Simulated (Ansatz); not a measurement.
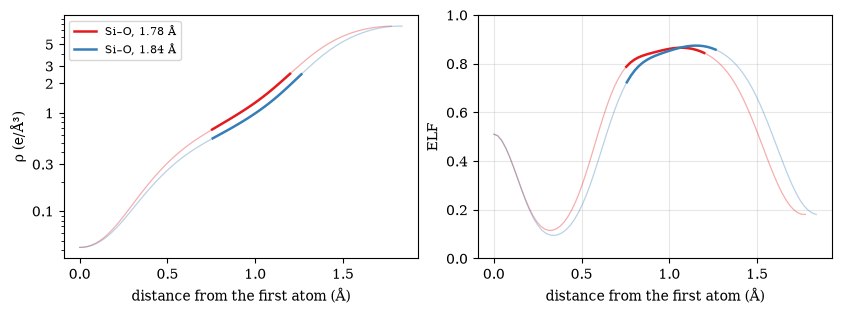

SiO2. Valence charge density (pseudo) and electron localisation function along straight lines between neighbouring atoms. Thin, pale parts lie inside the atomic spheres.

Space group P4₂/mnm; a structure from a database of computed crystals, not necessarily the ambient phase; computed pressure about −10 GPa in this cell.

All numbers below come from Kohn-Sham DFT of a periodic cell, r2SCAN, Ansatz PAW (Ansatz).

The density is the valence pseudo-density of a PAW calculation; it isn't the true density close to the nuclei.

### What can be read from the curves?

Si–O (1.78 Å): the density is about 0.94 e/Å³ at the midpoint; the ELF peaks at about 0.85 between the atoms.
Si–O (1.84 Å): ρ is about 0.8 e/Å³ halfway; the ELF peaks at about 0.85 between the atoms.
